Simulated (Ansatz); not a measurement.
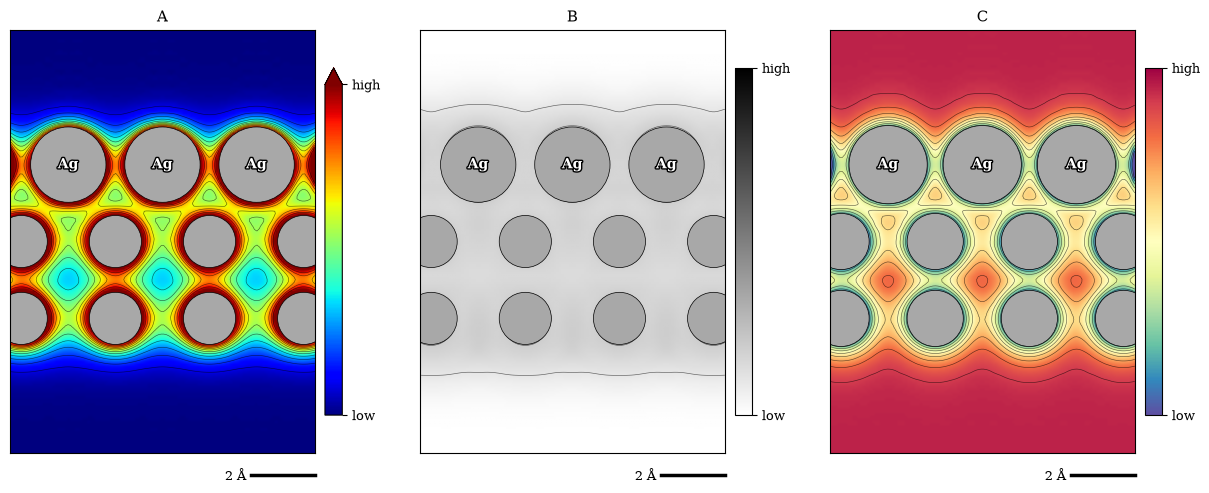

Ag (slab): 3 fields on the (100) plane of the calculation cell, a cut from vacuum to vacuum, with unlabelled colour scales. Grey discs cover the atomic cores.

Computed without spin polarisation.

Method: DFT PBE, scalar-relativistic, plane waves, PAW in Ansatz 0.2.0.

```cif
data_structure
_symmetry_space_group_name_H-M 'P 1'
_symmetry_Int_Tables_number 1
_cell_length_a 2.9325
_cell_length_b 2.9325
_cell_length_c 19.7887
_cell_angle_alpha 90.000
_cell_angle_beta 90.000
_cell_angle_gamma 120.000
_cell_volume 147.38
loop_
_atom_site_label
_atom_site_type_symbol
_atom_site_fract_x
_atom_site_fract_y
_atom_site_fract_z
_atom_site_occupancy
Ag1 Ag 0.66667 0.33333 0.37900 1
Ag2 Ag 0.33333 0.66667 0.50000 1
Ag3 Ag 0.00000 0.00000 0.62100 1
```

Q: Match the panels to the quantities (electron localisation function, electrostatic potential energy of an electron and valence pseudo-density).

A: Panel A: valence pseudo-density. Panel B: electron localisation function. Panel C: electrostatic potential energy of an electron (low next to the atoms, rising into the space between them). From the grid: Ag–Ag (2.93 Å): the density is about 0.2 e/Å³ at the midpoint; the ELF is about 0.15 at the midpoint: no shared electron pair shows on this line.
